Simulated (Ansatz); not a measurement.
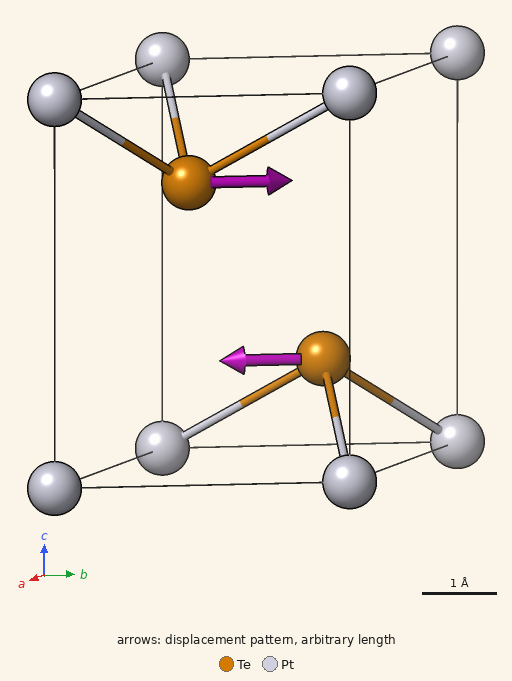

The lowest optical mode of a crystal of Te$_{2}$Pt, space group P-3m1 (No. 164), at the zone centre. Displacements are drawn as purple arrows; their common scale and sign are arbitrary. The picture is a ball-and-stick view of the cell of the calculation, seen slightly off an axis.

All numbers below come from Ansatz 0.2.0, DFT PBE, scalar-relativistic, plane waves, PAW.

Input file:
```yaml
crystal:
  lattice:
    - [4.0884064207, 0.0, 0.0]
    - [-2.0442032104, 3.5406638213, 0.0]
    - [0.0, 0.0, 5.3796081212]
  atoms:
    - { symbol: Te, position: [0.3333333333, 0.6666666667, 0.2538433908] }
    - { symbol: Te, position: [0.6666666667, 0.3333333333, 0.7461566092] }
    - { symbol: Pt, position: [0.0, 0.0, 0.0] }
basis:
  ecutwfc: 420
kpoints:
  mp_grid: { grid: [12, 12, 10] }
hamiltonian:
  xc: pbe
scf:
  occupations: { method: fermi_dirac, width: 0.15 }
output:
  eigenvalues: true
phonons:
  method: dfpt
  eigenvectors: true
  qmesh: [2, 2, 1]
  temperatures: { t_max: 1000, t_step: 100 }
  qpath:
    path:
      - [[0.0, 0.0, 0.0], [0.5, 0.0, 0.0], [0.33333333, 0.33333333, 0.0], [0.0, 0.0, 0.0], [0.0, 0.0, 0.5], [0.5, 0.0, 0.5], [0.33333333, 0.33333333, 0.5], [0.0, 0.0, 0.5]]
      - [[0.5, 0.0, 0.5], [0.5, 0.0, 0.0]]
      - [[0.33333333, 0.33333333, 0.5], [0.33333333, 0.33333333, 0.0]]
    npoints: 8
```

Run as
```bash
ansatz run input.yaml --threads 1 --pin off --max-ram 2560MiB --backend cpu --events-out ev --progress --plain --runs-dir out
```

The frequencies depend somewhat on the k-mesh and the smearing.

### Is the structure stable against all modes at this point?

Yes: this softest mode has a real frequency, and so have all others here. That speaks for this wave vector alone: the rest of the zone wasn't checked in this run. This is the E_g mode (doubly degenerate; one member of the set is drawn) at 101 cm⁻¹, the lowest optical level, Raman-active by symmetry. The Pt atoms stay at rest; all motion is along b; atoms of one kind move against one another, with no net shift of their sublattice.

Limits of the set-up: layers or molecules are held without a dispersion correction, so their spacing is unreliable.
